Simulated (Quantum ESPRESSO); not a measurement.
# ZnSe (Stilleite): the LO frequency by hand

How high does the longitudinal optical mode of ZnSe (Stilleite) lie, given the transverse one, the Born charge and ε∞?

Main program and level: Quantum ESPRESSO 7.5; DFT LDA, scalar-relativistic, plane waves, JTH PAW pseudopotentials.

## (1) The relaxed structure

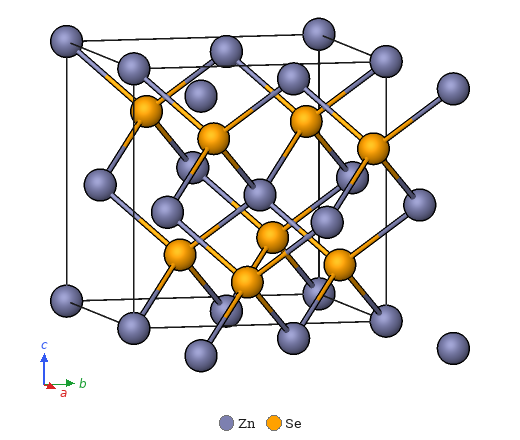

The starting structure, seen slightly off an axis (zinc blue, selenium orange). 2×1×1 cells are drawn. This picture shows the conventional cell, with its axes. Bonds to atoms that aren't drawn are left out. Some periodic images of atoms are drawn too.

This is the cell after its relaxation at this level of theory, not the database cell from which that began.

## (2) What the response run gave

A linear-response run on the relaxed cell, with the response to an electric field; only its zone-centre results are used. Cutoff 50 Ry, k mesh 8×8×8.

Output:

```text
[banners, grids, parts of the stress and lines that vanish by symmetry left out]
Program PHONON v.7.5
     Reading xml data from directory:

[...]
Exchange-correlation= PW
                           (   1   4   0   0   0   0   0)
[...]
kinetic-energy cut-off    =      50.0000  Ry
     charge density cut-off    =     250.0000  Ry
     convergence threshold     =      1.0E-18
[...]
Exchange-correlation= PW
                           (   1   4   0   0   0   0   0)
[...]
q = (   0.0000000   0.0000000   0.0000000 )
     25 Sym.Ops. (with q -> -q+G )
     G cutoff =  700.6182  (  19579 G-vectors)     FFT grid: ( 40, 40, 40)
     G cutoff =  560.4945  (  13851 G-vectors)  smooth grid: ( 36, 36, 36)
     number of k points=    29
[...]
Mode symmetry, T_d (-43m)  point group:
[...]
Dielectric constant
[...]
End of electric fields calculation
          Dielectric constant in cartesian axis
          (       8.143581121       0.000000000       0.000000000 )
          (       0.000000000       8.143581121      -0.000000000 )
          (       0.000000000      -0.000000000       8.143581121 )
          Effective charges (d Force / dE) in cartesian axis without acoustic sum rule applied (asr)
           atom    1  Zn    Mean Z*:        1.98689
      Ex  (        1.98689       -0.00000        0.00000 )
      Ey  (        0.00000        1.98689        0.00000 )
      Ez  (        0.00000        0.00000        1.98689 )
           atom    2  Se    Mean Z*:       -2.03501
      Ex  (       -2.03501       -0.00000       -0.00000 )
      Ey  (       -0.00000       -2.03501       -0.00000 )
      Ez  (        0.00000        0.00000       -2.03501 )
          Effective charges Sum: Mean:       -0.04812
[...]
Effective charges (d Force / dE) in cartesian axis with asr applied:
           atom    1  Zn    Mean Z*:        2.01095
[...]
atom    2  Se    Mean Z*:       -2.01095
[...]
Representation #   1 modes #   1   2   3
[...]
End of self-consistent calculation
     Convergence has been achieved
     Representation #   2 modes #   4   5   6
[...]
End of self-consistent calculation
     Convergence has been achieved
[...]
Dielectric constant in cartesian axis
          (       8.143581121       0.000000000       0.000000000 )
          (       0.000000000       8.143581121      -0.000000000 )
          (       0.000000000      -0.000000000       8.143581121 )
          Effective charges (d Force / dE) in cartesian axis without acoustic sum rule applied (asr)
           atom    1  Zn    Mean Z*:        1.98689
      Ex  (        1.98689       -0.00000        0.00000 )
      Ey  (        0.00000        1.98689        0.00000 )
      Ez  (        0.00000        0.00000        1.98689 )
           atom    2  Se    Mean Z*:       -2.03501
      Ex  (       -2.03501       -0.00000       -0.00000 )
      Ey  (       -0.00000       -2.03501       -0.00000 )
      Ez  (        0.00000        0.00000       -2.03501 )
          Effective charges Sum: Mean:       -0.04812
[...]
Effective charges (d Force / dE) in cartesian axis with asr applied:
           atom    1  Zn    Mean Z*:        2.01095
[...]
atom    2  Se    Mean Z*:       -2.01095
[...]
q = (    0.000000000   0.000000000   0.000000000 )
[...]
freq (    1) =       0.126150 [THz] =       4.207901 [cm-1]
     freq (    2) =       0.126150 [THz] =       4.207901 [cm-1]
     freq (    3) =       0.126150 [THz] =       4.207901 [cm-1]
     freq (    4) =       6.571971 [THz] =     219.217343 [cm-1]
     freq (    5) =       6.571971 [THz] =     219.217343 [cm-1]
     freq (    6) =       6.571971 [THz] =     219.217343 [cm-1]
[...]
Mode symmetry, T_d (-43m)  point group:
     freq (   1-   3) =          4.2  [cm-1]   --> T_2  G_15 P_4   I+R
     freq (   4-   6) =        219.2  [cm-1]   --> T_2  G_15 P_4   I+R

   JOB DONE.
```

```tsv
quantity	value
cell volume Ω (Å³)	43.112
mass of Zn (u)	65.380
mass of Se (u)	78.971
Born charge of Zn, raw (e)	1.987
Born charge of Se, raw (e)	-2.035
ε∞	8.144
ω(TO) after the sum rule (cm⁻¹)	219.2
```

## (3) The calculation

The charges must sum to zero over the cell; taking off their mean, -0.024 e, leaves Z* = 2.011 e on Zn. In the polar mode Zn moves against Se, so the reduced mass is μ = 65.38 × 78.97 / 144.35 = 35.768 u.

A longitudinal wave builds up a field that adds to the restoring force: ω(LO)² = ω(TO)² + 4π Z*² / (μ Ω ε∞), in Hartree atomic units. With μ = 65201 electron masses and Ω = 290.93 bohr³ the second term is 3.2897e-07 Ha², or 15846 cm⁻² (1 Ha = 219474.6 cm⁻¹).

So ω(LO) = √(48035 + 15846) = 252.7 cm⁻¹, and by the Lyddane-Sachs-Teller relation ε₀ = ε∞ (ω(LO)/ω(TO))² = 10.83.

## (4) Check against the program

The analysis program adds the same non-analytic term to the full matrix, here for q along (1 0 0).

Output:

```text
[banner, memory and clock lines left out]
Program DYNMAT v.7.5

     Reading Dynamical Matrix from file g.dyn
     ...Force constants read
     ...epsilon and Z* read

     Polarizability (A^3 units)
     multiply by 0.295754 for Clausius-Mossotti correction
        24.507623    0.000000    0.000000
         0.000000   24.507623   -0.000000
         0.000000   -0.000000   24.507623

     IR activities are in (D/A)^2/amu units

# mode   [cm-1]    [THz]      IR
    1      0.00    0.0000    0.0000
    2      0.00    0.0000    0.0000
    3      0.00    0.0000    0.0000
    4    219.17    6.5705    2.6084
    5    219.17    6.5705    2.6084
    6    252.75    7.5772    2.6084
```

ε₀ comes from the program's run without a direction of q.

```tsv
quantity	by hand	program
ω(LO) (cm⁻¹)	252.7	252.8
ε₀	10.83	10.83
```

## (5) What came out

```json
{
  "TO mode": "219.2 cm⁻¹",
  "LO mode": "252.8 cm⁻¹",
  "static dielectric constant": "10.83"
}
```

The LO mode of ZnSe (Stilleite) lies at 253 cm⁻¹, 34 cm⁻¹ above the TO mode; the formula meets the program within 0.1 cm⁻¹, as it must for a cubic crystal with one polar mode. ω(LO)² − ω(TO)² goes with Z*²/ε∞: an error of 5 % in ε∞ would move the LO mode by 1.5 cm⁻¹, and semilocal functionals tend to overestimate ε∞. The raw charges miss their sum by 0.048 e, a sign that the k mesh is short for the field response, so ε∞ may be some per cent too high. These are harmonic values at zero temperature, at the volume of this functional, for the structure held cubic; stability elsewhere in the zone is no part of this calculation.

[Host names and launcher messages were left out of these logs when they were recorded.]

[Logs are printed without paths, hosts, clocks, repeated set-up lines and the standing remarks that a program may print on its own settings, such as how far it seeks lower states.]

[Hosts, paths, dates, database ids (printed as entryN), source tags and the programs' standing remarks are cut or masked in the printed files.]
